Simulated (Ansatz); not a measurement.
Run report: Al16As16H (charge +1), geometry relaxation (part 4 of 4)

Al16As16H (defect cell, 33 atoms in the cell, total charge +1); DFT PBE, scalar-relativistic, plane waves, PAW, no spin polarisation (Ansatz 0.2.0); cutoff 420 eV, 2×2×2 k-mesh, Gaussian smearing of 0.01 eV. The structure derives from a Materials Project entry. It belongs to a series of runs on one base structure; here: H interstitial, charge +1, atoms relaxed at the host's cell.

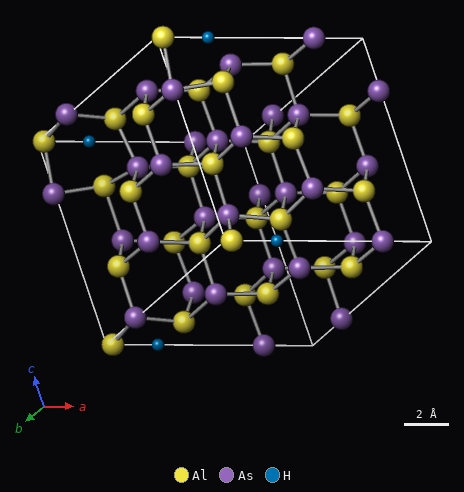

Fig. 1: The geometry at step 10 of the log (ball-and-stick view of the cell of the calculation, seen at an oblique angle).

**Input**
```yaml
crystal:
  lattice:
    - [5.727912321, 5.727912321, 5.727912321]
    - [-5.727912321, 5.727912321, -5.727912321]
    - [-5.727912321, -5.727912321, 5.727912321]
  atoms:
    - { symbol: Al, position: [0.5024884313, 0.7507540663, 0.7507540663] }
    - { symbol: Al, position: [0.4992459337, 0.501734365, 0.0] }
    - { symbol: Al, position: [0.748265635, 0.498265635, 0.7475115687] }
    - { symbol: Al, position: [0.4912462567, 0.2412462567, 0.2412462567] }
    - { symbol: Al, position: [0.751734365, 0.2492459337, 0.0] }
    - { symbol: Al, position: [0.0007540663, 0.2524884313, 0.7507540663] }
    - { symbol: Al, position: [0.4992459337, 0.0, 0.501734365] }
    - { symbol: Al, position: [0.751734365, 0.0, 0.2492459337] }
    - { symbol: Al, position: [0.0087537433, 0.0, 0.0] }
    - { symbol: Al, position: [0.25, 0.0, 0.7587537433] }
    - { symbol: Al, position: [0.748265635, 0.7475115687, 0.498265635] }
    - { symbol: Al, position: [0.0007540663, 0.7507540663, 0.2524884313] }
    - { symbol: Al, position: [0.25, 0.7587537433, 0.0] }
    - { symbol: Al, position: [-0.0024884313, 0.498265635, 0.498265635] }
    - { symbol: Al, position: [0.25, 0.501734365, 0.2492459337] }
    - { symbol: Al, position: [0.25, 0.2492459337, 0.501734365] }
    - { symbol: As, position: [0.7544658993, 0.0, 0.0] }
    - { symbol: As, position: [0.75, 0.75, 0.25] }
    - { symbol: As, position: [-0.0032352168, 0.7467647832, 0.0] }
    - { symbol: As, position: [0.7455341007, 0.4955341007, 0.4955341007] }
    - { symbol: As, position: [0.0, 0.5, 0.25] }
    - { symbol: As, position: [0.25, 0.5044658993, 0.0] }
    - { symbol: As, position: [0.75, 0.25, 0.75] }
    - { symbol: As, position: [0.0, 0.25, 0.5] }
    - { symbol: As, position: [0.25, 0.2532352168, 0.2532352168] }
    - { symbol: As, position: [0.5032352168, 0.2532352168, 0.0] }
    - { symbol: As, position: [-0.0032352168, 0.0, 0.7467647832] }
    - { symbol: As, position: [0.25, 0.0, 0.5044658993] }
    - { symbol: As, position: [0.5032352168, 0.0, 0.2532352168] }
    - { symbol: As, position: [0.25, 0.7467647832, 0.7467647832] }
    - { symbol: As, position: [0.5, 0.75, 0.5] }
    - { symbol: As, position: [0.5, 0.5, 0.75] }
    - { symbol: H, position: [0.25, 0.0, 0.0] }
  host:
    lattice:
      - [0.0, 2.8639561605, 2.8639561605]
      - [2.8639561605, 0.0, 2.8639561605]
      - [2.8639561605, 2.8639561605, 0.0]
    atoms:
      - { symbol: Al, position: [0.0, 0.0, 0.0] }
      - { symbol: As, position: [0.75, 0.75, 0.75] }
total_charge: 1
basis:
  ecutwfc: 420
  xc_grid: 2
kpoints:
  mp_grid: { grid: [2, 2, 2], shift: [0.0, 0.0, 0.0] }
hamiltonian:
  xc: pbe
scf:
  occupations: { method: gaussian, width: 0.01 }
output:
  forces: true
  stress: false
  eigenvalues: true
  charged_corrections:
    defect_position: [0.25, 0.0, 0.0]
    epsilon: [[11.5641, 0.0, 0.0], [0.0, 11.5641, 0.0], [0.0, 0.0, 11.5641]]
  write_density: true
  write_potential: true
  elf: true
  volumetric_format: npy
relax:
  adjacent_minimum: "off"
  f_tol: 0.025
  max_steps: 45
```

Launch command:
```bash
ansatz run input.yaml --threads 4 --pin off --max-ram 8192MiB --backend cpu --events-out ev --progress --plain --runs-dir out
```

**Results in brief**

- outcome: converged
- electrons treated: 288
- free energy: −86333.6606 eV
- Fermi energy: 5.891 eV
- gap on the k-point mesh: none (metallic)
- final volume: 751.71 Å³
- largest force (length of the vector) at the end: 0.010 eV/Å
- hardware: 4 threads of Intel Xeon @ 2.50GHz (Skylake/Cascade Lake), 128 GiB of memory available, shared host
- wall time: 2.4 min (CPU time 9.2 min)
- peak memory: 2.3 GiB
